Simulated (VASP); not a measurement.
**Geometry relaxation, with input and output: Rh (part 2 of 4)**

The same run, continued: Rh (slab, 6 atoms in the cell); Kohn-Sham DFT of a periodic cell, optB86b-vdW, VASP PAW PBE potentials, recommended, no spin polarisation (VASP 6.6.1); cutoff 520 eV, 11×11×1 k-mesh, Gaussian smearing of 0.05 eV. The structure derives from an entry of the Crystallography Open Database. It belongs to a series of runs on one base structure; here: the (1 1 1) slab of Rh, cut from the database cell, not relaxed.

Geometry of the input (Å; fractional positions):
```
2.6892  0.0000  -0.0000
-1.3446  2.3289  0.0000
0.0000  0.0000  25.9786
Rh 0.6667  0.3333  0.2887
Rh 0.3333  0.6667  0.3732
Rh 0.0000  0.0000  0.4577
Rh 0.6667  0.3333  0.5423
Rh 0.3333  0.6667  0.6268
Rh 0.0000  0.0000  0.7113
```

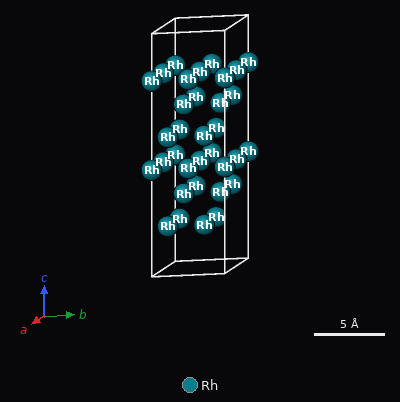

Fig. 1: The input geometry (spheres-only view of the 2 × 2 repeat of the cell, with the vacuum cut short, seen slightly off an axis).

## Parts of OUTCAR, continued
```
The constrained configuration has the point symmetry C_3v.

 Subroutine INISYM returns: Found  6 space group operations
 (whereof  6 operations are pure point group operations),
 and found     1 'primitive' translations

----------------------------------------------------------------------------------------

                                     Primitive cell

  volume of cell :     162.7016

  direct lattice vectors                    reciprocal lattice vectors
     2.689197800  0.000000000  0.000000000     0.371858106  0.214692378  0.000000000
    -1.344598900  2.328913610  0.000000000     0.000000000  0.429384755  0.000000000
     0.000000000  0.000000000 25.978604044     0.000000000  0.000000000  0.038493215

  length of vectors
     2.689197800  2.689197800 25.978604044     0.429384755  0.429384755  0.038493215

  position of ions in fractional coordinates (direct lattice)
     0.666666667  0.333333333  0.288699115
     0.333333333  0.666666667  0.373219469
     0.000000000  0.000000000  0.457739823
     0.666666667  0.333333333  0.542260177
     0.333333333  0.666666667  0.626780531
     0.000000000  0.000000000  0.711300885

  ion indices of the primitive-cell ions
   primitive index   ion index
                 1           1
                 2           2
                 3           3
                 4           4
                 5           5
                 6           6

----------------------------------------------------------------------------------------

 KPOINTS: Automatic mesh

Automatic generation of k-mesh.
 Grid dimensions read from file:
 generate k-points for:   11   11    1

 Generating k-lattice:

  Cartesian coordinates                     Fractional coordinates (reciprocal lattice)
     0.033805282  0.019517489  0.000000000     0.090909091 -0.000000000  0.000000000
     0.000000000  0.039034978  0.000000000     0.000000000  0.090909091  0.000000000
     0.000000000  0.000000000  0.038493215     0.000000000  0.000000000  1.000000000

  Length of vectors
     0.039034978  0.039034978  0.038493215

  Shift w.r.t. Gamma in fractional coordinates (k-lattice)
     0.000000000  0.000000000  0.000000000

 Subroutine IBZKPT returns following result:
 ===========================================

 Found     16 irreducible k-points:

 Following reciprocal coordinates:
            Coordinates               Weight
  0.000000  0.000000  0.000000      1.000000
  0.090909  0.000000  0.000000      6.000000
  0.181818 -0.000000  0.000000      6.000000
  0.272727 -0.000000  0.000000      6.000000
  0.363636  0.000000  0.000000      6.000000
  0.454545 -0.000000  0.000000      6.000000
  0.090909  0.090909  0.000000      6.000000
  0.181818  0.090909  0.000000     12.000000
  0.272727  0.090909  0.000000     12.000000
  0.363636  0.090909  0.000000     12.000000
  0.454545  0.090909  0.000000      6.000000
  0.181818  0.181818  0.000000      6.000000
  0.272727  0.181818  0.000000     12.000000
  0.363636  0.181818  0.000000     12.000000
  0.272727  0.272727  0.000000      6.000000
  0.363636  0.272727  0.000000      6.000000
   k-points           NKPTS =     16   k-points in BZ     NKDIM =     16   number of bands    NBANDS=     54
   number of dos      NEDOS =    301   number of ions     NIONS =      6
   total plane-waves  NPLWV =  78400
   dimension x,y,z NGX =    20 NGY =   20 NGZ =  196
   dimension x,y,z NGXF=    40 NGYF=   40 NGZF=  392
   ions per type =               6
   NGX,Y,Z   is equivalent  to a cutoff of  12.36, 12.36, 12.54 a.u.
   NGXF,Y,Z  is equivalent  to a cutoff of  24.73, 24.73, 25.09 a.u.
 SYSTEM =  unknown system
   PREC   = accura    normal or accurate (medium, high low for compatibility)
   ISTART =      0    job   : 0-new  1-cont  2-samecut
   ICHARG =      2    charge: 1-file 2-atom 10-const
   ISPIN  =      1    spin polarized calculation?
   LNONCOLLINEAR =      F non collinear calculations
   LSORBIT =      F    spin-orbit coupling
   LASPH  =      T    aspherical Exc in radial PAW
   ENCUT  =  520.0 eV  38.22 Ry    6.18 a.u.   5.00  5.00 48.30*2*pi/ulx,y,z
   NELM   =     80;   NELMIN=  2; NELMDL= -5     # of ELM steps
   EDIFF  = 0.1E-05   stopping-criterion for ELM
   LREAL  =      F    real-space projection
   EDIFFG = -.1E-01   stopping-criterion for IOM
   NSW    =     60    number of steps for IOM
   IBRION =      2    ionic relax: 0-MD 1-quasi-New 2-CG
   NFREE  =      1    steps in history (QN), initial steepest desc. (CG)
   ISIF   =      2    stress and relaxation
   ISYM   =      2    0-nonsym 1-usesym 2-fastsym
   POTIM  = 0.5000    time-step for ionic-motion
   TEBEG  =    0.0;   TEEND  =   0.0 temperature during run
   PSTRESS=    0.0 pullay stress
   NELECT =      90.0000    total number of electrons
   NUPDOWN=      -1.0000    fix difference up-down
   EMIN   =  10.00;   EMAX   =-10.00  energy-range for DOS
   EFERMI =   0.00;   METHOD = LEGACY
   ISMEAR =     0;   SIGMA  =   0.05  broadening in eV -4-tet -1-fermi 0-gaus
   EFERMI_NEDOS =   21; number of points for ismear=-14 and -15
   IALGO  =     68    algorithm
   IMIX   =      4    mixing-type and parameters
     AMIX     =   0.40;   BMIX     =  1.00
     AMIX_MAG =   1.60;   BMIX_MAG =  1.00
  volume/ion in A,a.u.               =      27.12       182.99
  Fermi-wavevector in a.u.,A,eV,Ry     =   1.343873  2.539552 24.572063  1.805996
  Thomas-Fermi vector in A             =   2.471912
   LORBIT       =      0    0 simple, 1 ext, 2 COOP (PROOUT), +10 PAW based schemes
   GGA     = MK    functional components
   LHFCALC =     F    Hartree Fock is set to
   AEXX    =    0.0000 exact exchange contribution
   IVDW_NL    =     1    kernel type
   BPARAM     = 6.3000
   IVDW    =     0    specifies the selected vdW correction
   LEPSILON=     F    determine dielectric tensor
   LRPA    =     F    only Hartree local field effects (RPA)
 conjugate gradient relaxation of ions
 non-spin polarized calculation
 RMM-DIIS sequential band-by-band and
 Gauss-broadening in eV      SIGMA  =   0.05
  energy-cutoff  :      520.00
  volume of cell :      162.70
 maximum number of plane-waves:      4437
 NGX is ok and might be reduce to    20
   NGX =  9   NGY =  9   NGZ = 97

--------------------------------------- Ionic step        1  -------------------------------------------

 number of electron      90.0000007 magnetization

 Free energy of the ion-electron system (eV)
  ---------------------------------------------------
  ext. energy  EPLUGINS =         0.00000000
  ---------------------------------------------------
  free energy    TOTEN  =       -23.08489724 eV

  energy without entropy =      -23.06946610  energy(sigma->0) =      -23.07718167

------------------------ aborting loop because EDIFF is reached ----------------------------------------

  FORCE on cell =-STRESS in cart. coord.  units (eV):
  Direction    XX          YY          ZZ          XY          YZ          ZX
  --------------------------------------------------------------------------------------
  -------------------------------------------------------------------------------------
  Total       -2.8220719     -2.8220719     -1.9115900      0.0000000      0.0000000     -0.0000000
  in kB      -27.7898836    -27.7898836    -18.8240637      0.0000000      0.0000000     -0.0000000
  external PRESSURE =     -24.8012769 kB  Pullay stress =       0.0000000 kB

 VOLUME and BASIS-vectors are now :
 -----------------------------------------------------------------------------
  energy-cutoff  :      520.00
  volume of cell :      162.70
      direct lattice vectors                 reciprocal lattice vectors
     2.689197800  0.000000000  0.000000000     0.371858106  0.214692378  0.000000000
    -1.344598900  2.328913610  0.000000000     0.000000000  0.429384755  0.000000000
     0.000000000  0.000000000 25.978604044     0.000000000  0.000000000  0.038493215

 POSITION                                       TOTAL-FORCE (eV/Angst)
 -----------------------------------------------------------------------------------
      1.34460      0.77630      7.50000         0.000000     -0.000000      0.292985
     -0.00000      1.55261      9.69572         0.000000     -0.000000     -0.130980
      0.00000      0.00000     11.89144         0.000000     -0.000000     -0.225051
      1.34460      0.77630     14.08716         0.000000      0.000000      0.224605
     -0.00000      1.55261     16.28288        -0.000000      0.000000      0.131132
      0.00000      0.00000     18.47860        -0.000000     -0.000000     -0.292692
 -----------------------------------------------------------------------------------
    total drift:                                0.000001     -0.000001      0.000069

  FREE ENERGIE OF THE ION-ELECTRON SYSTEM (eV)
  ---------------------------------------------------
  free  energy   TOTEN  =       -23.0848972405 eV

  energy  without entropy=      -23.0694660966  energy(sigma->0) =      -23.07718167

Total vdW correction in eV:     13.4361995

--------------------------------------- Ionic step        2  -------------------------------------------

 number of electron      90.0000002 magnetization

------------------------ aborting loop because EDIFF is reached ----------------------------------------

  FORCE on cell =-STRESS in cart. coord.  units (eV):
  Direction    XX          YY          ZZ          XY          YZ          ZX
  --------------------------------------------------------------------------------------
  -------------------------------------------------------------------------------------
  Total       -2.7205820     -2.7205820     -1.6758145      0.0000000      0.0000000      0.0000000
  in kB      -26.7904781    -26.7904781    -16.5023044      0.0000000      0.0000000      0.0000000
  external PRESSURE =     -23.3610869 kB  Pullay stress =       0.0000000 kB

 VOLUME and BASIS-vectors are now :
 -----------------------------------------------------------------------------
  energy-cutoff  :      520.00
  volume of cell :      162.70
      direct lattice vectors                 reciprocal lattice vectors
     2.689197800  0.000000000  0.000000000     0.371858106  0.214692378  0.000000000
    -1.344598900  2.328913610  0.000000000     0.000000000  0.429384755  0.000000000
     0.000000000  0.000000000 25.978604044     0.000000000  0.000000000  0.038493215

 POSITION                                       TOTAL-FORCE (eV/Angst)
 -----------------------------------------------------------------------------------
      1.34460      0.77630      7.50000         0.000000      0.000000      0.295607
     -0.00000      1.55261      9.69572        -0.000000     -0.000000     -0.123958
      0.00000      0.00000     11.89144        -0.000000      0.000000     -0.160652
      1.34460      0.77630     14.09800        -0.000000      0.000000      0.112804
     -0.00000      1.55261     16.28921         0.000000      0.000000      0.013612
      1.34460      2.32891     18.46448        -0.000000      0.000000     -0.137413
 -----------------------------------------------------------------------------------
    total drift:                                0.000000     -0.000000     -0.000023

  FREE ENERGIE OF THE ION-ELECTRON SYSTEM (eV)
  ---------------------------------------------------
  free  energy   TOTEN  =       -23.0901778673 eV

  energy  without entropy=      -23.0743581664  energy(sigma->0) =      -23.08226802

Total vdW correction in eV:     13.4293691

--------------------------------------- Ionic step        3  -------------------------------------------

 number of electron      89.9999996 magnetization

------------------------ aborting loop because EDIFF is reached ----------------------------------------

  FORCE on cell =-STRESS in cart. coord.  units (eV):
  Direction    XX          YY          ZZ          XY          YZ          ZX
  --------------------------------------------------------------------------------------
  -------------------------------------------------------------------------------------
  Total       -2.6177226     -2.6177226     -1.4476366      0.0000000      0.0000000      0.0000000
  in kB      -25.7775872    -25.7775872    -14.2553602      0.0000000      0.0000000      0.0000000
  external PRESSURE =     -21.9368449 kB  Pullay stress =       0.0000000 kB

 VOLUME and BASIS-vectors are now :
 -----------------------------------------------------------------------------
  energy-cutoff  :      520.00
  volume of cell :      162.70
      direct lattice vectors                 reciprocal lattice vectors
     2.689197800  0.000000000  0.000000000     0.371858106  0.214692378  0.000000000
    -1.344598900  2.328913610  0.000000000     0.000000000  0.429384755  0.000000000
     0.000000000  0.000000000 25.978604044     0.000000000  0.000000000  0.038493215

 POSITION                                       TOTAL-FORCE (eV/Angst)
 -----------------------------------------------------------------------------------
      1.34460      0.77630      7.50000         0.000000     -0.000000      0.298277
     -0.00000      1.55261      9.69572        -0.000000      0.000000     -0.118371
      0.00000      0.00000     11.89144         0.000000     -0.000000     -0.106485
      1.34460      0.77630     14.10758        -0.000000      0.000000      0.015303
     -0.00000      1.55261     16.29480        -0.000000     -0.000000     -0.096116
      0.00000      0.00000     18.45200         0.000000     -0.000000      0.007392
 -----------------------------------------------------------------------------------
    total drift:                               -0.000000      0.000000      0.000288

  FREE ENERGIE OF THE ION-ELECTRON SYSTEM (eV)
  ---------------------------------------------------
  free  energy   TOTEN  =       -23.0914202745 eV

  energy  without entropy=      -23.0752937237  energy(sigma->0) =      -23.08335700

Total vdW correction in eV:     13.4232736

[... ionic steps 4 to 8 ...]

--------------------------------------- Ionic step        9  -------------------------------------------

 number of electron      90.0000007 magnetization

------------------------ aborting loop because EDIFF is reached ----------------------------------------

  FORCE on cell =-STRESS in cart. coord.  units (eV):
  Direction    XX          YY          ZZ          XY          YZ          ZX
  --------------------------------------------------------------------------------------
  -------------------------------------------------------------------------------------
  Total       -2.4571898     -2.4571898     -0.8830917      0.0000000      0.0000000     -0.0000000
  in kB      -24.1967677    -24.1967677     -8.6960981      0.0000000      0.0000000     -0.0000000
  external PRESSURE =     -19.0298779 kB  Pullay stress =       0.0000000 kB

 VOLUME and BASIS-vectors are now :
 -----------------------------------------------------------------------------
  energy-cutoff  :      520.00
  volume of cell :      162.70
      direct lattice vectors                 reciprocal lattice vectors
     2.689197800  0.000000000  0.000000000     0.371858106  0.214692378  0.000000000
    -1.344598900  2.328913610  0.000000000     0.000000000  0.429384755  0.000000000
     0.000000000  0.000000000 25.978604044     0.000000000  0.000000000  0.038493215

 POSITION                                       TOTAL-FORCE (eV/Angst)
 -----------------------------------------------------------------------------------
      1.34460      0.77630      7.50000        -0.000000     -0.000000      0.297966
     -0.00000      1.55261      9.69572        -0.000000     -0.000000     -0.133671
      0.00000      0.00000     11.89144        -0.000000      0.000000     -0.183998
      1.34460      0.77630     14.09648         0.000000      0.000000     -0.006424
     -0.00000      1.55261     16.27036         0.000000     -0.000000     -0.010901
      2.68920      0.00000     18.42517        -0.000000      0.000000      0.037028
 -----------------------------------------------------------------------------------
    total drift:                               -0.000000      0.000000      0.001337

  FREE ENERGIE OF THE ION-ELECTRON SYSTEM (eV)
  ---------------------------------------------------
  free  energy   TOTEN  =       -23.0920585132 eV

  energy  without entropy=      -23.0761658613  energy(sigma->0) =      -23.08411219

Total vdW correction in eV:     13.4102494

--------------------------------------- Ionic step       10  -------------------------------------------

 number of electron      90.0000004 magnetization
```
